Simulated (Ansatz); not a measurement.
**Geometry relaxation of InP (part 3 of 3)**

InP (slab, 12 atoms in the cell); DFT PBE, scalar-relativistic, plane waves, PAW, no spin polarisation (Ansatz 0.2.0); cutoff 420 eV, 8×6×1 k-mesh, Gaussian smearing of 0.05 eV. The structure derives from an entry of the Crystallography Open Database. It belongs to a series of runs on one base structure; here: (1 1 0) slab, atoms relaxed.

**Output, continued**
```
  k-point 1: bands = ["-13.7816", "-13.7810", "-13.6980", "-13.6893", "-13.6396", "-13.6276", "-13.6215", "-13.6210", "-13.6171", "-13.5781", "-13.5626", "-13.5621", "-13.5466", "-13.5282", "-13.5179", "-13.5062", "-13.4910", "-13.4814", "-13.4566", "-13.4524", "-13.4496", "-13.4408", "-13.4300", "-13.4138", "-13.4114", "-13.4035", "-13.3806", "-13.3764", "-13.3684", "-13.3663", "-10.3625", "-9.9400", "-9.2736", "-8.7751", "-8.6439", "-8.6002", "-4.6384", "-4.5989", "-4.0810", "-3.3302", "-2.5407", "-2.0397", "-1.7568", "-1.5305", "-1.3787", "-1.0764", "-0.8598", "-0.6642", "-0.5654", "-0.0587", "0.0948", "0.2160", "0.2833", "0.3227", "1.9777", "2.1903", "2.4732", "2.5717", "2.8702", "2.9383", "3.3155", "3.7950", "4.3465", "4.4894", "5.0237", "5.0445"]
  k-point 2: bands = ["-13.7887", "-13.7881", "-13.6902", "-13.6864", "-13.6305", "-13.6191", "-13.6186", "-13.6181", "-13.6096", "-13.5872", "-13.5630", "-13.5625", "-13.5454", "-13.5412", "-13.5095", "-13.5077", "-13.4955", "-13.4884", "-13.4643", "-13.4602", "-13.4553", "-13.4485", "-13.4233", "-13.4121", "-13.4078", "-13.4013", "-13.3786", "-13.3756", "-13.3665", "-13.3659", "-10.0879", "-9.7069", "-9.1688", "-9.1422", "-8.9129", "-8.8380", "-4.6104", "-4.4354", "-4.0303", "-3.5243", "-2.7915", "-2.1135", "-1.4043", "-1.1335", "-1.0960", "-0.8414", "-0.5937", "-0.4510", "-0.4273", "-0.1640", "-0.1305", "-0.0976", "0.0291", "0.0625", "2.1150", "2.2432", "2.4760", "2.6064", "2.7960", "2.8743", "3.5242", "3.7558", "4.1956", "4.2774", "5.0609", "5.1149"]
  k-point 19: bands = ["-13.7503", "-13.7498", "-13.6988", "-13.6983", "-13.6530", "-13.6525", "-13.6370", "-13.6370", "-13.6180", "-13.6176", "-13.6052", "-13.6047", "-13.5034", "-13.5031", "-13.4899", "-13.4896", "-13.4804", "-13.4803", "-13.4550", "-13.4547", "-13.4403", "-13.4399", "-13.4142", "-13.4140", "-13.3994", "-13.3993", "-13.3866", "-13.3862", "-13.3652", "-13.3648", "-8.9395", "-8.9393", "-8.6421", "-8.6419", "-8.2092", "-8.2087", "-4.9944", "-4.9941", "-4.6635", "-4.6631", "-4.5942", "-4.5940", "-2.1478", "-2.1477", "-1.8639", "-1.8637", "-1.4130", "-1.4129", "-0.9776", "-0.9776", "-0.4737", "-0.4732", "-0.1359", "-0.1356", "2.0628", "2.0631", "3.2500", "3.2500", "3.6826", "3.6831", "4.2917", "4.2918", "4.8100", "4.8100", "5.2262", "5.2267"]
--- Relaxed structure (5 steps of the walk, 5 accepted, 0 SCFs on fresh bases) ---
  F+E_penalty+E_count = -38122.21353051 eV   max|allowed force component| = 1.943e-2 eV/Å
  atoms:
    - { symbol: In, position: [0.5, 0.44701053578571526, 0.3112716283585153] }
    - { symbol: P, position: [0.0, 0.23798255256878711, 0.28460874783628093] }
    - { symbol: In, position: [0.0, 0.01708634771136361, 0.37208086085483216] }
    - { symbol: P, position: [0.5, 0.7676898206864328, 0.3774461645339066] }
    - { symbol: In, position: [0.5, 0.5161171527394044, 0.4608160715320444] }
    - { symbol: P, position: [0.0, 0.26418525794312814, 0.4568471214761236] }
    - { symbol: In, position: [0.0, 0.016104757996626074, 0.5391809514198875] }
    - { symbol: P, position: [0.5, 0.7641781225582607, 0.5431557289378415] }
    - { symbol: In, position: [0.5, 0.51706913316953, 0.627915257376489] }
    - { symbol: P, position: [0.0, 0.2676621315151787, 0.6225590954113933] }
    - { symbol: In, position: [0.0, -0.053028814893326774, 0.6887273633190231] }
    - { symbol: P, position: [0.5, 0.7379430022188991, 0.7153910089436627] }
```

**Trajectory as extended XYZ (Å, eV, eV/Å), 5 frames, from step=1 to step=5**
```
12
Lattice="4.2144 0.0000 0.0000 0.0000 5.9601 0.0000 0.0000 0.0000 25.5360" Properties=species:S:1:pos:R:3:forces:R:3 step=1 energy=-38121.04597
In    2.1072    2.9800    7.5000    0.0000  -1.0278   1.0859
P     0.0000    1.4900    7.5000    0.0000   0.3092  -1.0368
In    0.0000    0.0000    9.6072    0.0000   0.2628   0.0653
P     2.1072    4.4701    9.6072    0.0000   0.5200  -0.3475
In    2.1072    2.9800   11.7144    0.0000  -0.1451   0.1112
P     0.0000    1.4900   11.7144    0.0000   0.0807   0.1660
In    0.0000    0.0000   13.8216    0.0000  -0.1451  -0.1111
P     2.1072    4.4701   13.8216    0.0000   0.0807  -0.1660
In    2.1072    2.9800   15.9288    0.0000   0.2628  -0.0653
P     0.0000    1.4900   15.9288    0.0000   0.5200   0.3474
In    0.0000    0.0000   18.0360    0.0000  -1.0278  -1.0859
P     2.1072    4.4701   18.0360    0.0000   0.3092   1.0368
12
Lattice="4.2144 0.0000 0.0000 0.0000 5.9601 0.0000 0.0000 0.0000 25.5360" Properties=species:S:1:pos:R:3:forces:R:3 step=2 energy=-38121.79200
In    2.1072    2.8525    7.6473    0.0000  -0.4441   0.7590
P     0.0000    1.4710    7.3718    0.0000  -0.0755  -0.4745
In    0.0000    0.0633    9.5902    0.0000   0.2514  -0.1894
P     2.1072    4.5384    9.5911    0.0000   0.1009  -0.0658
In    2.1072    2.9818   11.7083    0.0000   0.0917  -0.0747
P     0.0000    1.5032   11.7350    0.0000   0.0746  -0.0127
In    0.0000    0.0017   13.8277    0.0000   0.0918   0.0716
P     2.1072    4.4832   13.8010    0.0000   0.0746   0.0164
In    2.1072    3.0434   15.9458    0.0000   0.2519   0.1871
P     0.0000    1.5583   15.9449    0.0000   0.1007   0.0691
In    0.0000   -0.1275   17.8887    0.0000  -0.4427  -0.7596
P     2.1072    4.4510   18.1642    0.0000  -0.0751   0.4752
12
Lattice="4.2144 0.0000 0.0000 0.0000 5.9601 0.0000 0.0000 0.0000 25.5360" Properties=species:S:1:pos:R:3:forces:R:3 step=3 energy=-38122.13423
In    2.1072    2.7427    7.8083    0.0000  -0.1710   0.3054
P     0.0000    1.4288    7.2877    0.0000  -0.0273  -0.1064
In    0.0000    0.1100    9.5485    0.0000   0.0769  -0.1604
P     2.1072    4.5738    9.5956    0.0000  -0.0220   0.0237
In    2.1072    3.0206   11.7047    0.0000   0.1309   0.0352
P     0.0000    1.5342   11.7172    0.0000   0.0145  -0.0233
In    0.0000    0.0405   13.8310    0.0000   0.1307  -0.0289
P     2.1072    4.5142   13.8191    0.0000   0.0146   0.0167
In    2.1072    3.0900   15.9872    0.0000   0.0760   0.1651
P     0.0000    1.5937   15.9408    0.0000  -0.0211  -0.0293
In    0.0000   -0.2371   17.7277    0.0000  -0.1737  -0.3036
P     2.1072    4.4090   18.2483    0.0000  -0.0277   0.1051
12
Lattice="4.2144 0.0000 0.0000 0.0000 5.9601 0.0000 0.0000 0.0000 25.5360" Properties=species:S:1:pos:R:3:forces:R:3 step=4 energy=-38122.21134
In    2.1072    2.6696    7.9225    0.0000   0.0317   0.0674
P     0.0000    1.4197    7.2598    0.0000  -0.0174  -0.0154
In    0.0000    0.1116    9.5001    0.0000  -0.0443  -0.0102
P     2.1072    4.5730    9.6277    0.0000   0.0016  -0.0002
In    2.1072    3.0666   11.7594    0.0000   0.0444   0.0020
P     0.0000    1.5691   11.6704    0.0000  -0.0162   0.0090
In    0.0000    0.0865   13.7769    0.0000   0.0443  -0.0044
P     2.1072    4.5491   13.8656    0.0000  -0.0161  -0.0072
In    2.1072    3.0917   16.0362    0.0000  -0.0437   0.0085
P     0.0000    1.5932   15.9080    0.0000   0.0019   0.0019
In    0.0000   -0.3100   17.6134    0.0000   0.0316  -0.0675
P     2.1072    4.4002   18.2762    0.0000  -0.0177   0.0161
12
Lattice="4.2144 0.0000 0.0000 0.0000 5.9601 0.0000 0.0000 0.0000 25.5360" Properties=species:S:1:pos:R:3:forces:R:3 step=5 energy=-38122.21353
In    2.1072    2.6642    7.9486    0.0000   0.0038   0.0092
P     0.0000    1.4184    7.2678    0.0000   0.0037   0.0054
In    0.0000    0.1018    9.5015    0.0000   0.0194  -0.0041
P     2.1072    4.5755    9.6385    0.0000  -0.0169  -0.0081
In    2.1072    3.0761   11.7674    0.0000  -0.0040   0.0101
P     0.0000    1.5746   11.6661    0.0000  -0.0060  -0.0024
In    0.0000    0.0960   13.7685    0.0000  -0.0037  -0.0088
P     2.1072    4.5546   13.8700    0.0000  -0.0060   0.0012
In    2.1072    3.0818   16.0345    0.0000   0.0188   0.0050
P     0.0000    1.5953   15.8977    0.0000  -0.0167   0.0069
In    0.0000   -0.3161   17.5874    0.0000   0.0036  -0.0087
P     2.1072    4.3982   18.2682    0.0000   0.0039  -0.0056
```

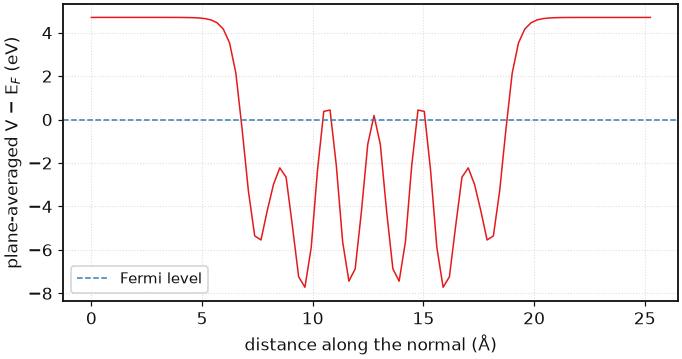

**Figure 1.** Plane average of the electrostatic potential energy of an electron across the cell, from the Fermi level. The vacuum level lies 4.70 eV above the Fermi level.

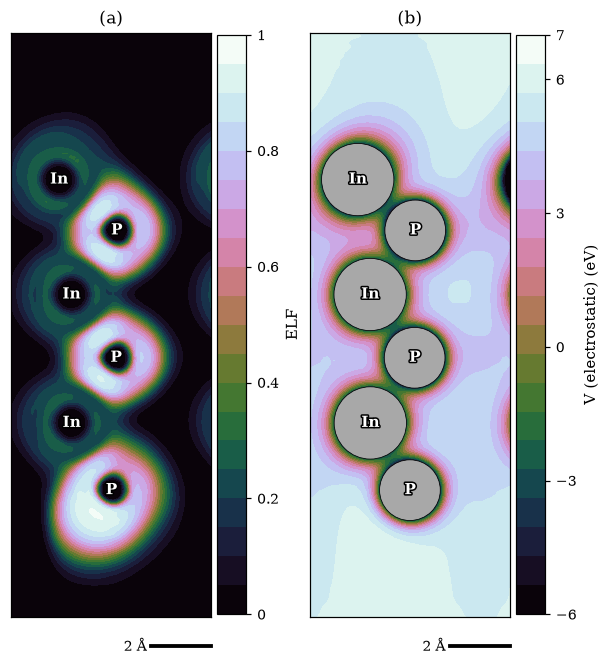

**Figure 2.** (a) ELF; (b) electrostatic potential (local pseudopotential plus Hartree) felt by an electron on the (100) plane of the calculation cell, a cut from vacuum to vacuum. Grey discs, where drawn, cover atomic cores. The section cuts through P and In sites. In–P (2.57 Å): the ELF is about 0.55 at the midpoint. In–P (2.59 Å): the ELF is about 0.55 at the midpoint. Core electrons are frozen (PAW), so the fields are smoothed inside the atomic spheres.

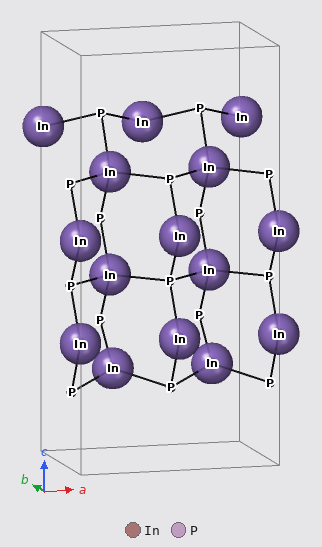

**Figure 3.** Isosurface of the valence charge density (pseudo) at 1 e/Å³ (purple), seen slightly off an axis. Sticks mark near contacts. At this value the density breaks into separate islands; it holds about 45 % of the electrons treated as valence (semicore included). It is pinched off along the In–P (2.54 Å) and In–P (2.58 Å) contacts. On the grid the lowest density along these lines, outside the cores, is 0.45 e/Å³ (In–P, 2.54 Å) and 0.42 e/Å³ (In–P, 2.58 Å).

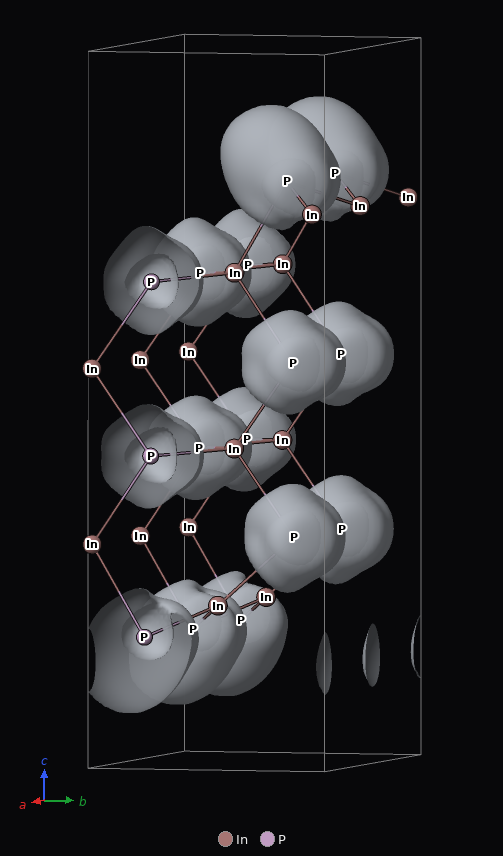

**Figure 4.** Isosurface of the electron localisation function at 0.7 (grey), seen at an oblique angle. Core shells and regions of very low density are left out. Sticks mark near contacts. Profiles from the grid: In–P (2.54 Å): the ELF is about 0.55 at the midpoint. In–P (2.58 Å): the ELF is about 0.55 at the midpoint.

The run was set up as follows.

**Input**
```yaml
crystal:
  lattice:
    - [4.2144047934, 0.0, 0.0]
    - [0.0, 5.9600684162, 0.0]
    - [0.0, 0.0, 25.5360119836]
  atoms:
    - { symbol: In, position: [0.5, 0.5, 0.2937028697] }
    - { symbol: P, position: [0.0, 0.25, 0.2937028697] }
    - { symbol: In, position: [0.0, 0.0, 0.3762217218] }
    - { symbol: P, position: [0.5, 0.75, 0.3762217218] }
    - { symbol: In, position: [0.5, 0.5, 0.4587405739] }
    - { symbol: P, position: [0.0, 0.25, 0.4587405739] }
    - { symbol: In, position: [0.0, 0.0, 0.5412594261] }
    - { symbol: P, position: [0.5, 0.75, 0.5412594261] }
    - { symbol: In, position: [0.5, 0.5, 0.6237782782] }
    - { symbol: P, position: [0.0, 0.25, 0.6237782782] }
    - { symbol: In, position: [0.0, 0.0, 0.7062971303] }
    - { symbol: P, position: [0.5, 0.75, 0.7062971303] }
basis:
  ecutwfc: 420
kpoints:
  mp_grid: { grid: [8, 6, 1] }
hamiltonian:
  xc: pbe
scf:
  occupations: { method: gaussian, width: 0.05 }
output:
  forces: true
  eigenvalues: true
  write_density: true
  write_potential: true
  elf: true
  volumetric_format: npy
relax:
  adjacent_minimum: "off"
  f_tol: 0.02
  max_steps: 60
efield:
  axis: 3
  dipole_correction: true
  ramp_width: 0.04
```

Launched with:
```bash
ansatz run input.yaml --threads 1 --pin off --max-ram 2560MiB --backend cpu --events-out ev --progress --plain --runs-dir out
```

**Key numbers**

```tsv
quantity	value
outcome	converged
electrons treated	108
free energy	−38122.2135 eV
work function, top face	4.70 eV
work function, bottom face	4.70 eV
Fermi energy	1.025 eV
gap on the k-point mesh	1.00 eV
final volume	641.42 Å³
work function (upper face)	4.70 eV
largest force (length of the vector) at the end	0.020 eV/Å
hardware	1 thread of Intel Xeon @ 2.70GHz, 189 GiB of memory available, shared host
wall time	8.7 min
peak memory	1 GiB
```

The program warns: the exchange-correlation potential is rough where the density is thin.
